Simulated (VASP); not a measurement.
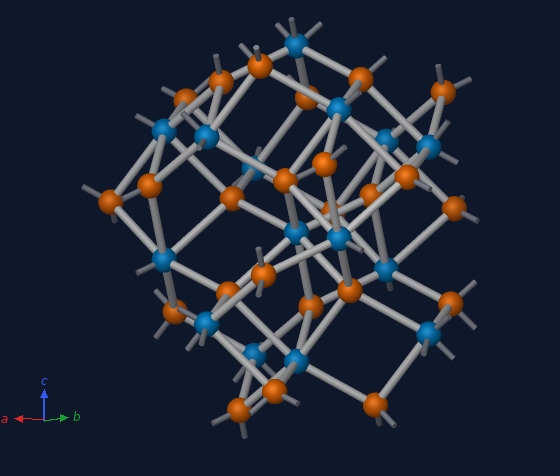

The picture shows a finite piece of the underlying net of a crystal structure, nodes on the atoms' positions. Nodes are coloured by topological kind. Edges to nodes outside the piece are drawn as stubs.

Question: Describe the net.

Answer: A binodal (4,6)-connected, three-periodic net. It is the cor net, known from corundum.

Question: Give point symbol and coordination sequence of each kind of node.

Answer: 4-connected node: 4^3.6^3, sequence 4, 16, 26, 66, 70, 150; 6-connected node: 4^6.6^9, sequence 6, 13, 39, 46, 105, 101.

Origin of the net. System Al2O3 (space group R-3c, No. 167); source of the atomic positions: coordinates from a relaxation with VASP, VASP Kohn-Sham DFT of a periodic cell, LDA, VASP PAW LDA potentials, recommended. Bonds are taken as Al–O below 2.2 Å. Atoms with one bond or none are removed and atoms with two bonds are replaced by edges, until no such atom is left. O is a 4-connected node; Al is a 6-connected node, in the ratio 3:2.
